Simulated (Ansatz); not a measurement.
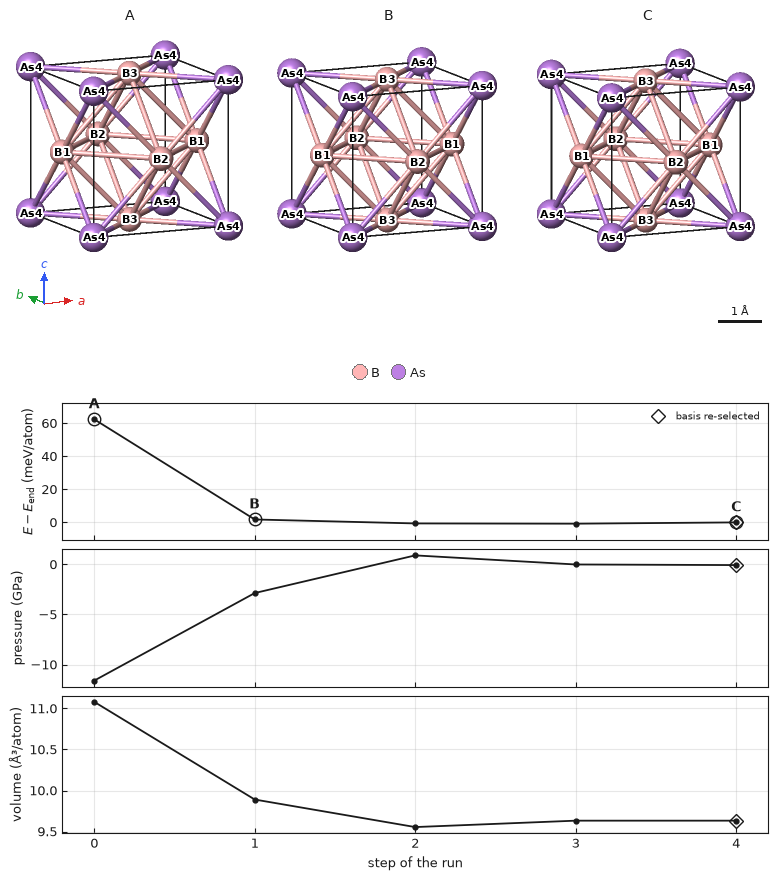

Frames of a relaxation of a crystal of B$_{3}$As (a generated structure, set up in Pm-3m) (coarse preliminary run), marked on the history of the run. Style: ball-and-stick. Shown: the cell of the calculation, slightly off an axis.

Method: DFT PBE, scalar-relativistic, plane waves, PAW (Ansatz 0.2.0). Settings: plane-wave cutoff 420 eV; k-point mesh 6 × 6 × 6; occupations gaussian; smearing width 0.1 eV; no spin polarisation; cell and atoms relaxed; force threshold 0.04 eV/Å; at most 70 steps.

Describe the path.

The energy falls by 62.3 meV per atom in 3 accepted moves (4 points after the start). All forces vanish by symmetry, so only the cell relaxes. The pressure goes from −11.60 to −0.07 GPa. The SCF was repeated once at an unchanged geometry on a basis and grid sized afresh for the cell, which shifted the energy by 0.8 meV per atom at most. No atom moves by more than 0.005 Å relative to the cell. The drawn cell changes as follows: a = b = c 3.539 → 3.378 Å (−4.6 %); the volume changes by −13.1 %. Near-neighbour distances that change, for instance: B1–B2 2.502 → 2.388 Å, B1–As4 2.502 → 2.388 Å. The space group stays Pm-3m (No. 221). From step 0 to 1: volume −10.7 %, energy −60.5 meV per atom. From step 1 to 4: volume −2.6 %, energy −1.8 meV per atom.

```json
{"step": "0", "E − E(0), meV/atom": "0.00", "pressure, GPa": "-11.60", "volume, Å³/atom": "11.081", "note": ""}
{"step": "1", "E − E(0), meV/atom": "-60.55", "pressure, GPa": "-2.86", "volume, Å³/atom": "9.890", "note": ""}
{"step": "2", "E − E(0), meV/atom": "-62.94", "pressure, GPa": "0.90", "volume, Å³/atom": "9.554", "note": ""}
{"step": "3", "E − E(0), meV/atom": "-63.09", "pressure, GPa": "-0.01", "volume, Å³/atom": "9.632", "note": ""}
{"step": "4", "E − E(0), meV/atom": "-62.32", "pressure, GPa": "-0.07", "volume, Å³/atom": "9.632", "note": "same geometry, new basis"}
```
